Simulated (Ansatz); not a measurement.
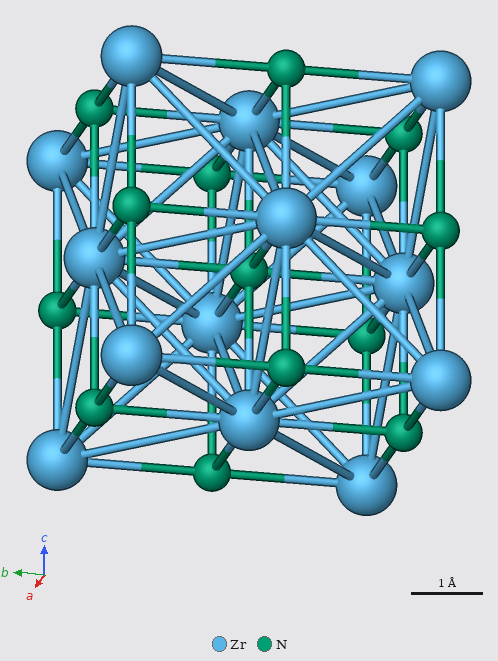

Lattice vibrations of crystalline ZrN, at the zone centre. The picture is a ball-and-stick view of the conventional cell (4 times the calculation's cell), seen from a free direction. Lengths and directions refer to the drawn axes.

Computed with DFT LDA, scalar-relativistic, plane waves, PAW in Ansatz 0.2.0. (plane-wave cutoff 420 eV; k-point mesh 16 × 16 × 16; occupations fermi dirac; smearing width 0.15 eV; no spin polarisation)

The frequencies depend somewhat on the k-mesh and the smearing.

Give the spectrum at this point.

The calculation's cell holds 2 atoms, so there are 3 optical modes, in 1 level. The optical modes span T₁u. No level is unstable.

```csv
level,symmetry,frequency (cm⁻¹),activity
1,T₁u,511,infrared-active
```

The crystal is a metal, so free carriers screen the infrared response.

The modes drawn as arrows (one member of each degenerate set):

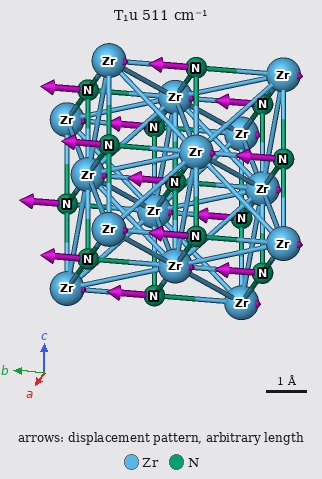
